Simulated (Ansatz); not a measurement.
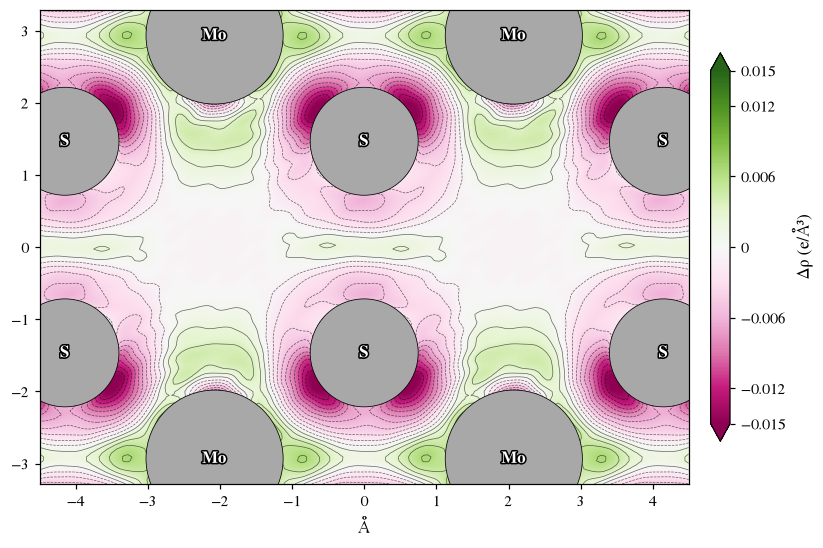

MoS₂. Difference of the valence pseudo-densities of two functionals at the same geometry, on the (11̄0) plane of the calculation cell: PBE less r2SCAN.

Space group Fm-3m; started from the fluorite prototype, which need not be the ambient phase; computed without spin polarisation.

Both computed with Ansatz (plane waves, PAW), on the same k-point mesh. Grey discs cover the atomic cores.

```yaml
crystal:
  lattice:
    - [0.00000, 2.93240, 2.93240]
    - [2.93240, 0.00000, 2.93240]
    - [2.93240, 2.93240, 0.00000]
  atoms:
    - { symbol: Mo, position: [0.00000, 0.00000, 0.00000] }
    - { symbol: S, position: [0.25000, 0.25000, 0.25000] }
    - { symbol: S, position: [0.75000, 0.75000, 0.75000] }
```

What does the difference map show?

Answer. Against r2SCAN, PBE gives less density around S (−0.007 e/Å³ on average at 0.9 Å from the nucleus) and a change of −0.004 e/Å³ at the midpoint of Mo–S.
